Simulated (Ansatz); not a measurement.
**Two runs on AlGaN2**

System: AlGaN2 (4 atoms in the cell).
Method of run A: DFT LDA, scalar-relativistic, plane waves, PAW, no spin polarisation (Ansatz 0.2.0).

The structure derives from a Materials Project entry. Text and figures count atoms from 1; the logs count them from 0 in places.

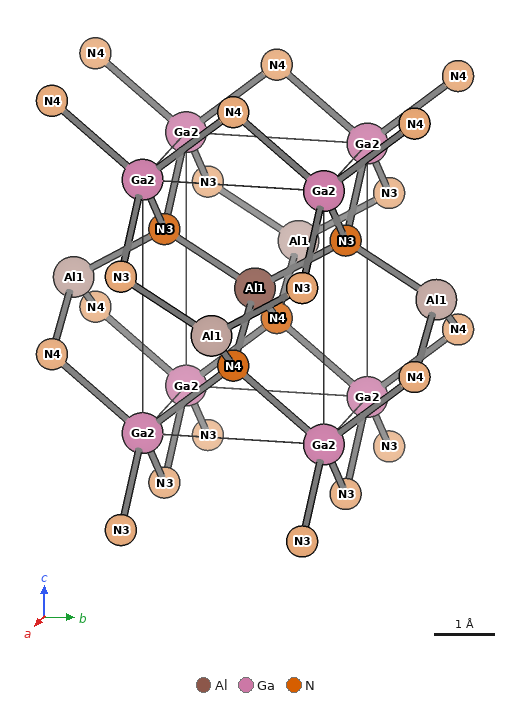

Figure 1. The structure (ball-and-stick view of the cell of the calculation, seen slightly off an axis; neighbours outside the cell are drawn fainter; atoms are numbered from 1 in the order of the input). An atom can appear more than once, as a periodic image. Near neighbours in the periodic cell (some may lie outside the picture): Al has 4 N at 1.83 Å; Ga has 4 N at 2.02 Å; N has 2 Al at 1.83 Å and 2 Ga at 2.02 Å.

## Input file, run A
```yaml
crystal:
  lattice:
    - [3.1408770487, 0.0, 0.0]
    - [0.0, 3.1408770487, 0.0]
    - [0.0, 0.0, 4.42383794]
  atoms:
    - { symbol: Al, position: [0.5, 0.5, 0.5] }
    - { symbol: Ga, position: [0.0, 0.0, 0.0] }
    - { symbol: "N", position: [0.5, 0.0, 0.7111390424] }
    - { symbol: "N", position: [0.0, 0.5, 0.2888609576] }
basis:
  ecutwfc: 420
kpoints:
  mp_grid: { grid: [8, 8, 6] }
hamiltonian:
  xc: lda
scf:
  occupations: { method: gaussian, width: 0.05 }
output:
  forces: true
  stress: true
  eigenvalues: true
```

Command:
```bash
ansatz run input.yaml --threads 2 --pin off --max-ram 5120MiB --backend cpu --events-out ev --progress --plain --runs-dir out
```

Hardware: 2 threads of Arm Neoverse V2, 24 GiB of memory available, shared host.

## Output, shortened to warnings, some set-up lines, iterations and results (run A)
```
Basis set: ecut = 420 eV, 855 PW (Γ)
Symmetry: 8 space group operations
k-points: 60 of 384 (time reversal used)
Initial density: superposition of atomic densities (neutral atoms: chi_scale 0, normalization atom), corrected by the library's trained network
[...]
SCF iter   1: F=—  HF=-4971.505048 eV  |F-HF|=—  |Δ(HF+E_count)|=         —  Δρ=1.20e-2  dr2=6.34e-2  ethr=1.77e-3  ⟨swp⟩=5.3  Hψ=5064  notcnv=0
SCF iter   2: F=—  HF=-4971.487846 eV  |F-HF|=—  |Δ(HF+E_count)|=   1.72e-2  Δρ=3.16e-3  dr2=3.22e-3  ethr=2.44e-4  ⟨swp⟩=2.7  Hψ=1994  notcnv=0
SCF iter   3: F=—  HF=-4971.486827 eV  |F-HF|=—  |Δ(HF+E_count)|=   1.02e-3  Δρ=1.22e-3  dr2=2.29e-4  ethr=1.24e-5  ⟨swp⟩=2.9  Hψ=1711  notcnv=0
SCF iter   4: F=—  HF=-4971.486753 eV  |F-HF|=—  |Δ(HF+E_count)|=   7.39e-5  Δρ=2.17e-4  dr2=2.02e-5  ethr=8.81e-7  ⟨swp⟩=2.2  Hψ=1560  notcnv=0
SCF iter   5: F=—  HF=-4971.486730 eV  |F-HF|=—  |Δ(HF+E_count)|=   2.31e-5  Δρ=3.72e-5  dr2=3.58e-7  ethr=7.78e-8  ⟨swp⟩=2.0  Hψ=1789  notcnv=0
SCF iter   6: F=-4971.486730 eV  HF=-4971.486730 eV  |F-HF|=2.24e-8  |Δ(HF+E_count)|=   1.66e-8  Δρ=7.02e-6  dr2=3.12e-8  ethr=3.85e-10  ⟨swp⟩=5.0  Hψ=4637  notcnv=0
SCF 1 converged in 6 iterations: F = -4971.486730 eV  dr2 = 3.12e-8
SCF converged after 6 iterations
Free energy (F): -4971.486730 eV
Harris-Foulkes:  -4971.486730 eV  (|F-HF|=2.24e-8)
Internal energy: -4971.486730 eV  (E = F + TS)
E sigma→0 (E₀):  -4971.486730 eV
Fermi energy:    9.365605 eV
--- Per-component energies (eV) ---
  E_band       = -10.440267
  E_kinetic    = 405.824383
  E_local      = -2398.789000  (includes V_loc(G=0)·N_el)
  E_nonlocal   = 535.576115
  E_hartree    = 1077.251068
  E_xc         = -228.138835
  E_vxc        = -241.348696  (∫ρ·V_xc dr)
  E_paw        = -2597.445551  (= ΣΔE_a)
  E_vpaw       = -466.209646  (= ΣTr[D̂ρ^β])
  E_aug_tail   = 0.000093  (compensation charges beyond the density's cutoff)
  E_ewald      = -1767.709287
  E_core_change = 1.944285  (= ΣΔE_core)
  E_smearing   = -0.000000  (= −TS)
  E_closure    = -0.000000  (closes the sum)
  Σ components = -4971.486730   (vs F -4971.486730, Δ=0.00e0)
--- Forces (eV/Å), atoms counted from 1 ---
  atom   1  Al    -0.00000000     0.00000000     0.00000000
  atom   2  Ga    -0.00000000     0.00000000     0.00000000
  atom   3  N      0.00000000     0.00000000     2.98780663
  atom   4  N      0.00000000     0.00000000    -2.98780663
  max |Σ_I F_I| component: 8.88e-16 eV/Å
--- Stress (GPa, compression-positive) ---
       -0.373270       0.000000      -0.000000
        0.000000      -0.373270       0.000000
       -0.000000       0.000000      -7.056588
  P = ⅓ Tr σ = -2.6010 GPa (-26.010 kbar)
```

The input of run B differs as follows (lines with − go, lines with + come):
```diff
-    - { symbol: "N", position: [0.5, 0.0, 0.7111390424] }
-    - { symbol: "N", position: [0.0, 0.5, 0.2888609576] }
+    - { symbol: "N", position: [0.5, 0.0, 0.7619998567] }
+    - { symbol: "N", position: [0.0, 0.5, 0.2380001433] }
```

How does run B compare with run A?

With the same functional and potentials, run B lies 40.3 meV per atom lower. The gap on the mesh goes from 2.56 to 2.82 eV. The pressure goes from −2.60 to −3.34 GPa. The largest force goes from 2.988 to 2.343 eV/Å. The number of SCF iterations is the same.

## Output, shortened to warnings, some set-up lines, iterations and results (run B)
```
Basis set: ecut = 420 eV, 855 PW (Γ)
Symmetry: 8 space group operations
k-points: 60 of 384 (time reversal used)
Initial density: superposition of atomic densities (neutral atoms: chi_scale 0, normalization atom), corrected by the library's trained network
[...]
SCF iter   1: F=—  HF=-4971.663371 eV  |F-HF|=—  |Δ(HF+E_count)|=         —  Δρ=1.08e-2  dr2=5.07e-2  ethr=1.77e-3  ⟨swp⟩=5.4  Hψ=5008  notcnv=0
SCF iter   2: F=—  HF=-4971.648780 eV  |F-HF|=—  |Δ(HF+E_count)|=   1.46e-2  Δρ=2.84e-3  dr2=2.17e-3  ethr=1.95e-4  ⟨swp⟩=2.8  Hψ=2133  notcnv=0
SCF iter   3: F=—  HF=-4971.648066 eV  |F-HF|=—  |Δ(HF+E_count)|=   7.14e-4  Δρ=1.02e-3  dr2=1.52e-4  ethr=8.36e-6  ⟨swp⟩=2.4  Hψ=1431  notcnv=0
SCF iter   4: F=—  HF=-4971.648026 eV  |F-HF|=—  |Δ(HF+E_count)|=   3.97e-5  Δρ=2.15e-4  dr2=1.73e-5  ethr=5.84e-7  ⟨swp⟩=2.5  Hψ=1779  notcnv=0
SCF iter   5: F=—  HF=-4971.648009 eV  |F-HF|=—  |Δ(HF+E_count)|=   1.78e-5  Δρ=2.97e-5  dr2=2.31e-7  ethr=6.65e-8  ⟨swp⟩=2.0  Hψ=1785  notcnv=0
SCF iter   6: F=-4971.648009 eV  HF=-4971.648009 eV  |F-HF|=5.42e-9  |Δ(HF+E_count)|=   2.25e-8  Δρ=3.21e-6  dr2=6.10e-9  ethr=3.85e-10  ⟨swp⟩=5.0  Hψ=4634  notcnv=0
SCF 1 converged in 6 iterations: F = -4971.648009 eV  dr2 = 6.10e-9
SCF converged after 6 iterations
Free energy (F): -4971.648009 eV
Harris-Foulkes:  -4971.648009 eV  (|F-HF|=5.42e-9)
Internal energy: -4971.648009 eV  (E = F + TS)
E sigma→0 (E₀):  -4971.648009 eV
Fermi energy:    9.627351 eV
--- Per-component energies (eV) ---
  E_band       = -4.895427
  E_kinetic    = 405.413110
  E_local      = -2544.131882  (includes V_loc(G=0)·N_el)
  E_nonlocal   = 534.911982
  E_hartree    = 1152.744117
  E_xc         = -228.458180
  E_vxc        = -241.855603  (∫ρ·V_xc dr)
  E_paw        = -2596.483904  (= ΣΔE_a)
  E_vpaw       = -464.721045  (= ΣTr[D̂ρ^β])
  E_aug_tail   = 0.000071  (compensation charges beyond the density's cutoff)
  E_ewald      = -1697.587607
  E_core_change = 1.944285  (= ΣΔE_core)
  E_smearing   = -0.000000  (= −TS)
  E_closure    = -0.000000  (closes the sum)
  Σ components = -4971.648009   (vs F -4971.648009, Δ=0.00e0)
--- Forces (eV/Å), atoms counted from 1 ---
  atom   1  Al    -0.00000000     0.00000000     0.00000000
  atom   2  Ga    -0.00000000     0.00000000     0.00000000
  atom   3  N      0.00000000     0.00000000    -2.34279548
  atom   4  N      0.00000000     0.00000000     2.34279548
  max |Σ_I F_I| component: 6.94e-18 eV/Å
--- Stress (GPa, compression-positive) ---
       -3.030715       0.000000      -0.000000
        0.000000      -3.030715       0.000000
       -0.000000       0.000000      -3.945616
  P = ⅓ Tr σ = -3.3357 GPa (-33.357 kbar)
```

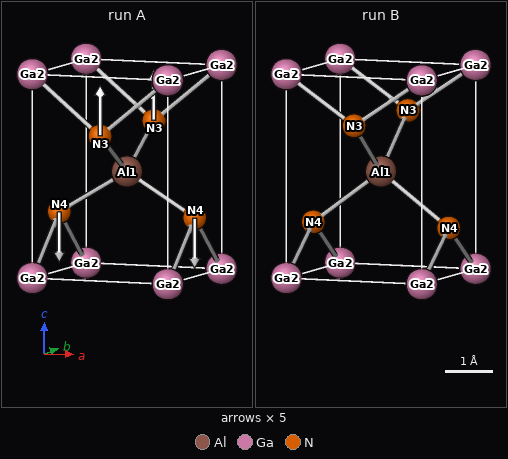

Figure 2. The two input geometries at one scale (ball-and-stick view of the cell of the calculation, seen slightly off an axis). The white arrows on the first give the shifts of the atoms relative to the cell, magnified 5 times. The largest moves, 0.22 Å, are those of N3 and N4. Al and Ga stay in place. The cell stays as it was. Among the contacts that change: Ga2–N3 2.025 → 1.891 Å, Al1–N3 1.827 → 1.952 Å.

## The two runs side by side

| quantity | run A | run B |
| --- | --- | --- |
| outcome | converged | converged |
| free energy per atom (eV) | −1242.8717 | −1242.9120 |
| gap on the mesh (eV) | 2.56 | 2.82 |
| pressure (GPa) | −2.60 | −3.34 |
| largest force (eV/Å) | 2.988 | 2.343 |
| SCF iterations | 6 | 6 |
| irreducible k-points | 60 | 60 |
| plane waves at Γ | 855 | 855 |
| wall time (shared host) | 1.8 s | 1.8 s |
